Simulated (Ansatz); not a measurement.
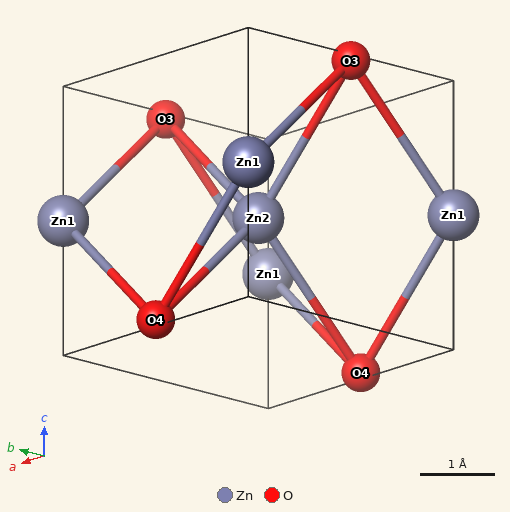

This is the input geometry for a relaxation of crystalline ZnO (a generated structure, set up in P4/nmm) (coarse preliminary run). The picture is a ball-and-stick view of the cell of the calculation, seen from a free direction.

Theory: Ansatz 0.2.0, DFT PBE, scalar-relativistic, plane waves, PAW.

Input
```yaml
crystal:
  lattice:
    - [3.78352697, 0.0, 0.0]
    - [0.0, 3.78352697, 0.0]
    - [0.0, 0.0, 3.84631579]
  atoms:
    - { symbol: Zn, position: [0.0, 0.0, 0.5] }
    - { symbol: Zn, position: [0.5, 0.5, 0.5] }
    - { symbol: O, position: [0.0, 0.5, 0.97617093] }
    - { symbol: O, position: [0.5, 0.0, 0.02382907] }
basis:
  ecutwfc: 420
kpoints:
  mp_grid: { grid: [4, 4, 4] }
hamiltonian:
  xc: pbe
scf:
  occupations: { method: gaussian, width: 0.1 }
  lower_state_search: "off"
output:
  forces: true
  stress: true
  eigenvalues: true
relax:
  adjacent_minimum: "off"
  f_tol: 0.04
  max_steps: 70
  cell: { stress_tol: 0.4 }
```

Launched with:
```bash
ansatz run input.yaml --threads 1 --pin off --max-ram 2560MiB --backend cpu --events-out ev --progress --plain --runs-dir out
```

**What does the optimiser find from here?**

After 11 accepted moves (12 points after the start) the energy has fallen by 1411 meV per atom. The largest force component goes from 1.6 to 0.0027 eV/Å. The pressure goes from −17.67 to 0.07 GPa. At 1 point the geometry stayed and the basis and grid were re-selected for the new cell (energy shift of 0.4 meV per atom at most each time). The largest moves relative to the cell, 1.06 Å, are those of O3 and O4. O4 goes along +c. Zn stays in place. Cell: a = b 3.784 → 3.849 Å (+1.7 %), c 3.846 → 3.588 Å (−6.7 %). Volume −3.5 %. Among the contacts that change: Zn1–O3 2.764 → 3.517 Å, Zn1–O3 (another image) 2.633 → 2.029 Å. The space group stays P4/nmm (No. 129). The run took 91 s on 1 thread of Intel(R) Xeon(R) Processor @ 2.50GHz (Skylake/Cascade Lake), with other jobs on the host, peak memory 0.35 GiB.

Step by step:

| step | E − E(0), meV/atom | largest force component, eV/Å | pressure, GPa | volume, Å³/atom | note |
| --- | --- | --- | --- | --- | --- |
| 0 | 0.00 | 1.5782 | -17.67 | 13.765 |  |
| 1 | -262.80 | 2.2837 | -17.60 | 13.089 |  |
| 2 | -574.60 | 3.0239 | -17.65 | 12.437 |  |
| 3 | -887.23 | 2.8269 | -15.87 | 11.817 |  |
| 4 | -1188.44 | 2.0898 | -7.92 | 10.929 |  |
| 5 | -1325.49 | 1.0276 | 1.55 | 10.537 |  |
| 6 | -1381.08 | 0.2801 | 4.57 | 10.936 |  |
| 7 | -1405.17 | 0.0180 | 2.99 | 11.774 |  |
| 8 | -1410.00 | 0.0237 | 0.71 | 12.412 |  |
| 9 | -1410.79 | 0.0676 | 0.59 | 12.817 |  |
| 10 | -1411.47 | 0.0032 | 0.14 | 13.088 |  |
| 11 | -1411.02 | 0.0024 | 0.08 | 13.285 |  |
| 12 | -1410.62 | 0.0027 | 0.07 | 13.285 | same geometry, new basis |

The structure at the end:

```
CELL_PARAMETERS angstrom
3.84858 0.00000 0.00000
0.00000 3.84858 0.00000
0.00000 0.00000 3.58776
ATOMIC_POSITIONS crystal
Zn 0.00000 0.00000 0.50000
Zn 0.50000 0.50000 0.50000
O 0.00000 0.50000 0.67962
O 0.50000 0.00000 0.32038
```

After the run, drawn alike:

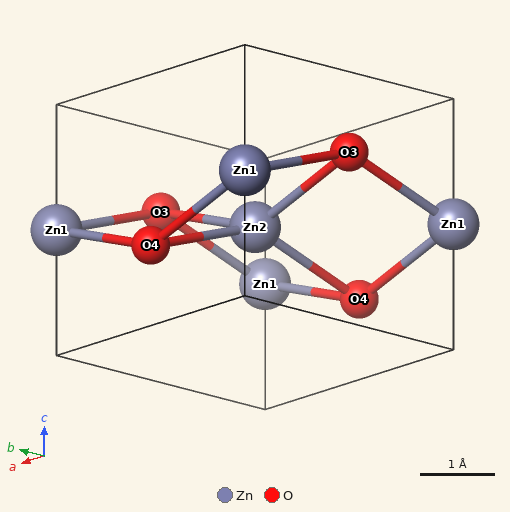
